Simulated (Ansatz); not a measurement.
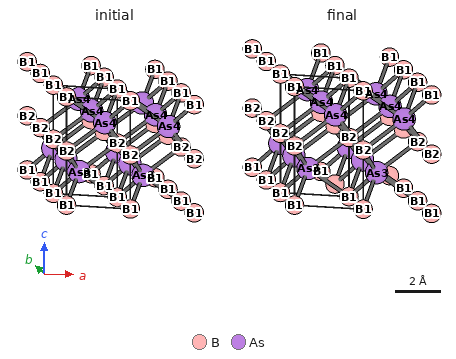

The structure of a crystal of BAs (built on the NiAs type) before (left) and after (right) a relaxation, at one scale.

A ball-and-stick model of the cell of the calculation, repeated 2 × 3 × 1 with one cell outlined, seen slightly off an axis.

Level of theory: DFT, PBE, plane waves, PAW in Ansatz. Set-up: plane-wave cutoff 420 eV; k-point mesh 12 × 12 × 6; occupations fermi dirac; smearing width 0.02 eV; no spin polarisation; cell and atoms relaxed; force threshold 0.005 eV/Å.

Question: What changed between the two?

Answer: The atoms keep their places relative to the cell (all moves are under 0.005 Å). Cell: a = b 3.044 → 3.268 Å (+7.4 %), c 4.961 → 5.431 Å (+9.5 %). Volume +26.2 %. Among the contacts that change: B1–As3 2.151 → 2.325 Å. The space group stays P6_3/mmc (No. 194). After 6 accepted moves (8 points after the start) the energy has fallen by 319 meV per atom. All forces vanish by symmetry, so only the cell relaxes. The pressure goes from 47.16 to 0.00 GPa. At 2 points the geometry stayed and the basis and grid were re-selected for the new cell (energy shift of 4.4 meV per atom at most each time).
